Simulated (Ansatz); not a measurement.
## Two runs on FePt

System: FePt (P4/mmm, 2 atoms in the cell).
Method of the first run: Kohn-Sham DFT of a periodic cell, PBEsol, all-electron LAPW, scalar-relativistic, spin-polarised (Ansatz 0.2.0).

The structure derives from an entry of the Crystallography Open Database. Text and figures count atoms from 1; the logs count them from 0 in places.

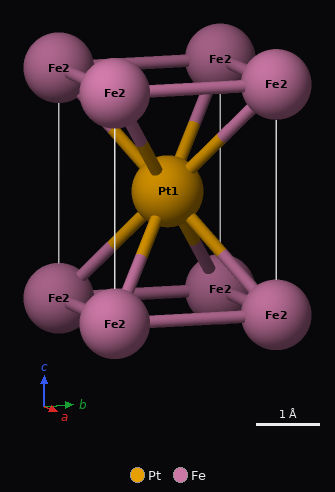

**Figure 1.** The starting structure (ball-and-stick view of the cell of the calculation, seen slightly off an axis; atoms are numbered from 1 in the order of the input). An atom can appear more than once, as a periodic image.

## Input, the first run
```yaml
crystal:
  lattice:
    - [2.7235, 0.0, 0.0]
    - [0.0, 2.7235, 0.0]
    - [0.0, 0.0, 3.72]
  atoms:
    - { symbol: Pt, position: [0.5, 0.5, 0.5] }
    - { symbol: Fe, position: [0.0, 0.0, 0.0], spin: 3.0 }
kpoints:
  mp_grid: { grid: [10, 10, 7] }
scf:
  occupations: { method: fermi_dirac, width: 0.05 }
hamiltonian:
  xc: pbesol
  pseudopotentials: { kind: all_electron, lapw: { basis_error: 0.001 } }
magnetization:
  spin_polarized: true
output:
  forces: true
  stress: true
relax:
  f_tol: 0.01
  max_steps: 60
  cell: {}
```

Command:
```bash
ansatz run input.yaml --threads 2 --pin off --max-ram 6144MiB --backend cpu --events-out ev --progress --plain --runs-dir out
```

Hardware: 2 threads of Arm Neoverse V2, 24 GiB of memory available, shared host.

## Output, shortened to warnings, some set-up lines, iterations and results (the first run)
```
Basis set: ecut = 303.02030181297624 eV, 335 PW (Γ), exchange–correlation at level 2
Symmetry: 16 space group operations
k-points: 84 of 700
Initial density: superposition of atomic densities (chi_scale 0.1, normalization cell)
[...]
SCF iter   1: F=—  HF=-535422.301418 eV  |F-HF|=—  |Δ(HF+E_count)|=         —  Δρ=5.49e-2 (↑3.01e-2 ↓5.49e-2)  dr2=3.80e0  dr2_m=5.05e-2  M=2.733 μB ∫|m|=2.799 μB  β_m=0.30  …
SCF iter   2: F=—  HF=-535421.020122 eV  |F-HF|=—  |Δ(HF+E_count)|=    1.28e0  Δρ=1.42e-2 (↑5.12e-3 ↓1.42e-2)  dr2=5.84e-2  dr2_m=1.43e-2  M=3.106 μB ∫|m|=3.163 μB  β_m=0.29  …
SCF iter   3: F=—  HF=-535421.031649 eV  |F-HF|=—  |Δ(HF+E_count)|=         —  Δρ=1.31e-2 (↑6.49e-3 ↓1.31e-2)  dr2=1.03e-1  dr2_m=1.35e-2  M=3.202 μB ∫|m|=3.288 μB  β_m=0.29  …
SCF iter   4: F=—  HF=-535421.021352 eV  |F-HF|=—  |Δ(HF+E_count)|=   1.03e-2  Δρ=1.00e-2 (↑5.17e-3 ↓1.00e-2)  dr2=6.08e-2  dr2_m=8.23e-3  M=3.217 μB ∫|m|=3.316 μB  β_m=0.63  …
SCF iter   5: F=—  HF=-535421.022821 eV  |F-HF|=—  |Δ(HF+E_count)|=         —  Δρ=2.22e-3 (↑1.70e-3 ↓2.22e-3)  dr2=9.36e-3  dr2_m=2.26e-5  M=3.258 μB ∫|m|=3.403 μB  β_m=0.64  …
[... 47 lines ...]
SCF iter   1: F=—  HF=-535421.035346 eV  |F-HF|=—  |Δ(HF+E_count)|=         —  Δρ=7.38e-7 (↑6.81e-7 ↓7.38e-7)  dr2=5.78e-10  dr2_m=1.89e-12  M=3.226 μB ∫|m|=3.369 μB  …
SCF iter   2: F=—  HF=-535421.035346 eV  |F-HF|=—  |Δ(HF+E_count)|=   8.15e-9  Δρ=3.26e-7 (↑2.28e-7 ↓3.26e-7)  dr2=6.25e-11  dr2_m=1.76e-12  M=3.226 μB ∫|m|=3.369 μB  …
SCF iter   3: F=-535421.035346 eV  HF=-535421.035346 eV  |F-HF|=7.68e-9  |Δ(HF+E_count)|=   4.19e-9  Δρ=1.83e-6 (↑9.34e-7 ↓1.83e-6)  dr2=3.86e-9  dr2_m=7.31e-11  M=3.226 μB …
SCF 5 converged in 3 iterations: F = -535421.035346 eV  dr2 = 3.86e-9
relax step   5: F+E_penalty+E_count = -535421.03534581 eV  Δ(F+E_penalty+E_count) = -2.344e-6 eV  max|allowed force component| = 2.317e-30 eV/Å  Δτ_max = 0.0000 Å  P = -0.007 …
basis re-selected at this cell: Δ(F+E_penalty+E_count) = -2.344e-6 eV, ΔP = -0.001 GPa vs the last step (what re-selecting the basis moved, after the strain that the cell walked since its last selection, with what the two solves' SCF thresholds leave and, on support functions, any second-order …
SCF converged after 3 iterations
Magnetization: 3.2263 μB (30.6131 up, 27.3869 down)
Absolute magnetization: 3.3691 μB (∫|ρ↑−ρ↓|)
Spin contamination: 0.0778 ħ² per cell (⟨S²⟩ above its minimum at these occupations)
Per-site moments (μB) at R_I (Å): [(0.3768740850788177, 1.3088537889623202), (2.9027477127932126, 1.2645185494227595)]
Free energy (F): -535421.035346 eV
Harris-Foulkes:  -535421.035346 eV  (|F-HF|=7.68e-9)
Internal energy: -535421.024604 eV  (E = F + TS)
E sigma→0 (E₀):  -535421.029975 eV
Entropy (-TS):   -0.010742 eV (-5.371 meV/atom)
Fermi energy:    24.253414 eV
--- Per-component energies (eV) ---
  E_band       = -3634.268002
  E_kinetic    = 603754.569572
  E_xc         = -11044.584919
  E_electrostatic = -1128131.009258  (all electrons and nuclei)
  E_smearing   = -0.010742  (= −TS)
  E_closure    = 0.000000  (closes the sum)
  E_atoms      = -535403.881192  (free atoms, spherical and without spin; not in F)
  Σ components = -535421.035346   (vs F -535421.035346, Δ=0.00e0)
  Basis errors (estimates in eV, not in F): energy 2.3e-4 per atom: plane waves 1.8e-4 (9.6e-5 summed), levels above the bands 1.8e-81, relativity 4.2e-8, radial functions 4.8e-5, core shells 6.2e-7; eigenvalues (radial functions only) 9.7e-7; not estimated: angular momenta, meshes, grids; target …
--- Forces (eV/Å), atoms counted from 1 ---
  atom   1  Pt     0.00000000     0.00000000     0.00000000
  atom   2  Fe     0.00000000     0.00000000    -0.00000000
  max |Σ_I F_I| component: 4.83e-30 eV/Å
--- Stress (GPa, compression-positive) ---
       -0.014369      -0.000000      -0.000000
       -0.000000      -0.014369      -0.000000
       -0.000000      -0.000000       0.009032
  P = ⅓ Tr σ = -0.0066 GPa (-0.066 kbar)
--- Relaxed structure (4 steps of the walk, 4 accepted, 1 SCFs on fresh bases) ---
  F+E_penalty+E_count = -535421.03534581 eV   max|allowed force component| = 2.317e-30 eV/Å   (the final SCF, on the basis selected at the relaxed cell)
  cell:  # Å, volume = 26.8450 Å³
[...]
```

For the second run the input was changed thus:
```diff
-  xc: pbesol
+  xc: blyp
+  dispersion: d4
```

How does the second run compare with the first run?

The total energies belong to different models, so their difference says nothing on which is more stable or more accurate. The volume per atom goes from 13.42 to 13.96 Å³. The functional changes from PBEsol to BLYP. The SCF takes 37 iterations over all geometry steps against 47.

## Output, shortened to warnings, some set-up lines, iterations and results (the second run)
```
Basis set: ecut = 302.8750451274086 eV, 335 PW (Γ), exchange–correlation at level 2
Symmetry: 16 space group operations
k-points: 84 of 700
Initial density: superposition of atomic densities (chi_scale 0.1, normalization cell)
[...]
SCF iter   1: F=—  HF=-535628.395484 eV  |F-HF|=—  |Δ(HF+E_count)|=         —  Δρ=4.88e-2 (↑2.31e-2 ↓4.88e-2)  dr2=2.84e0  dr2_m=4.96e-2  M=2.772 μB ∫|m|=2.846 μB  β_m=0.30  …
SCF iter   2: F=—  HF=-535627.612044 eV  |F-HF|=—  |Δ(HF+E_count)|=   7.83e-1  Δρ=1.19e-2 (↑5.61e-3 ↓1.19e-2)  dr2=2.97e-2  dr2_m=1.40e-2  M=3.101 μB ∫|m|=3.165 μB  β_m=0.28  …
SCF iter   3: F=—  HF=-535627.619010 eV  |F-HF|=—  |Δ(HF+E_count)|=         —  Δρ=1.12e-2 (↑5.84e-3 ↓1.12e-2)  dr2=6.29e-2  dr2_m=1.23e-2  M=3.182 μB ∫|m|=3.276 μB  β_m=0.28  …
SCF iter   4: F=—  HF=-535627.614501 eV  |F-HF|=—  |Δ(HF+E_count)|=         —  Δρ=8.66e-3 (↑4.63e-3 ↓8.66e-3)  dr2=4.14e-2  dr2_m=7.22e-3  M=3.189 μB ∫|m|=3.296 μB  β_m=0.64  …
SCF iter   5: F=—  HF=-535627.617996 eV  |F-HF|=—  |Δ(HF+E_count)|=         —  Δρ=1.33e-3 (↑1.08e-3 ↓1.33e-3)  dr2=2.03e-3  dr2_m=1.08e-5  M=3.218 μB ∫|m|=3.371 μB  β_m=0.64  …
[... 35 lines ...]
SCF iter   1: F=—  HF=-535627.619528 eV  |F-HF|=—  |Δ(HF+E_count)|=         —  Δρ=7.53e-7 (↑5.59e-7 ↓7.53e-7)  dr2=7.19e-10  dr2_m=6.16e-12  M=3.236 μB ∫|m|=3.398 μB  …
SCF iter   2: F=—  HF=-535627.619528 eV  |F-HF|=—  |Δ(HF+E_count)|=   3.96e-9  Δρ=2.71e-7 (↑1.43e-7 ↓2.71e-7)  dr2=3.45e-11  dr2_m=3.43e-12  M=3.236 μB ∫|m|=3.398 μB  …
SCF iter   3: F=-535627.619528 eV  HF=-535627.619528 eV  |F-HF|=1.00e-8  |Δ(HF+E_count)|=   3.38e-9  Δρ=1.99e-6 (↑9.97e-7 ↓1.99e-6)  dr2=4.77e-9  dr2_m=1.11e-10  M=3.236 μB …
SCF 4 converged in 3 iterations: F = -535627.619528 eV  dr2 = 4.77e-9
relax step   4: F+E_penalty+E_count = -535627.61952778 eV  Δ(F+E_penalty+E_count) = -4.657e-8 eV  max|allowed force component| = 1.233e-31 eV/Å  Δτ_max = 0.0000 Å  P = -0.029 …
basis re-selected at this cell: Δ(F+E_penalty+E_count) = -4.657e-8 eV, ΔP = -0.001 GPa vs the last step (what re-selecting the basis moved, after the strain that the cell walked since its last selection, with what the two solves' SCF thresholds leave and, on support functions, any second-order …
SCF converged after 3 iterations
Magnetization: 3.2362 μB (30.6181 up, 27.3819 down)
Absolute magnetization: 3.3976 μB (∫|ρ↑−ρ↓|)
Spin contamination: 0.0826 ħ² per cell (⟨S²⟩ above its minimum at these occupations)
Per-site moments (μB) at R_I (Å): [(0.38160655378863595, 1.3259976421651163), (2.9163024617675077, 1.2810816831863083)]
Free energy (F): -535627.619528 eV
Harris-Foulkes:  -535627.619528 eV  (|F-HF|=1.00e-8)
Internal energy: -535627.608498 eV  (E = F + TS)
E sigma→0 (E₀):  -535627.614013 eV
Entropy (-TS):   -0.011029 eV (-5.515 meV/atom)
Fermi energy:    23.774642 eV
--- Per-component energies (eV) ---
  E_band       = -3652.322641
  E_kinetic    = 604071.150308
  E_xc         = -11251.984755
  E_electrostatic = -1128444.753094  (all electrons and nuclei)
  E_disp       = -2.020957  (pairwise vdW)
  E_smearing   = -0.011029  (= −TS)
  E_closure    = 0.000000  (closes the sum)
  E_atoms      = -535612.197011  (free atoms, spherical and without spin; not in F)
  Σ components = -535627.619528   (vs F -535627.619528, Δ=0.00e0)
  Basis errors (estimates in eV, not in F): energy 2.3e-4 per atom: plane waves 1.8e-4 (9.6e-5 summed), levels above the bands 4.4e-81, relativity 2.5e-7, radial functions 4.6e-5, core shells 4.2e-7; eigenvalues (radial functions only) 1.0e-6; not estimated: angular momenta, meshes, grids; target …
--- Forces (eV/Å), atoms counted from 1 ---
  atom   1  Pt     0.00000000     0.00000000     0.00000000
  atom   2  Fe    -0.00000000     0.00000000     0.00000000
  max |Σ_I F_I| component: 1.97e-31 eV/Å
--- Stress (GPa, compression-positive) ---
       -0.036989       0.000000       0.000000
        0.000000      -0.036989       0.000000
        0.000000       0.000000      -0.012858
  P = ⅓ Tr σ = -0.0289 GPa (-0.289 kbar)
--- Relaxed structure (3 steps of the walk, 3 accepted, 1 SCFs on fresh bases) ---
  F+E_penalty+E_count = -535627.61952778 eV   max|allowed force component| = 1.233e-31 eV/Å   (the final SCF, on the basis selected at the relaxed cell)
  cell:  # Å, volume = 27.9138 Å³
[...]
```

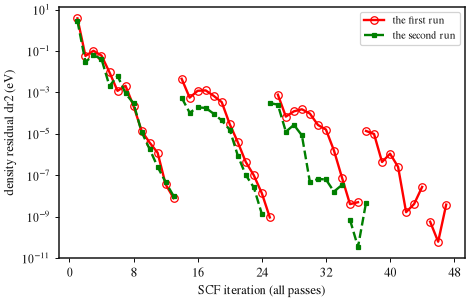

**Figure 2.** Convergence of the two runs: density residual dr2 against the SCF iteration. A break in a curve parts two SCF passes. The first run takes 47 iterations in all, and the second run takes 37.

## The two runs side by side

```tsv
quantity	the first run	the second run
outcome	converged	converged
free energy per atom (eV)	−267710.5177	−267813.8098
energy per atom, smearing taken to zero (eV)	−267710.5150	−267813.8070
net moment of the cell (μB)	3.23	3.24
absolute moment of the cell (μB)	3.37	3.40
pressure (GPa)	−0.01	−0.03
volume per atom (Å³)	13.42	13.96
largest force (eV/Å)	0.000	0.000
SCF iterations	47	37
irreducible k-points	84	84
wall time (shared host)	2.5 min	2.1 min
```

For both runs: Spin–orbit coupling is left out, which matters for Pt.
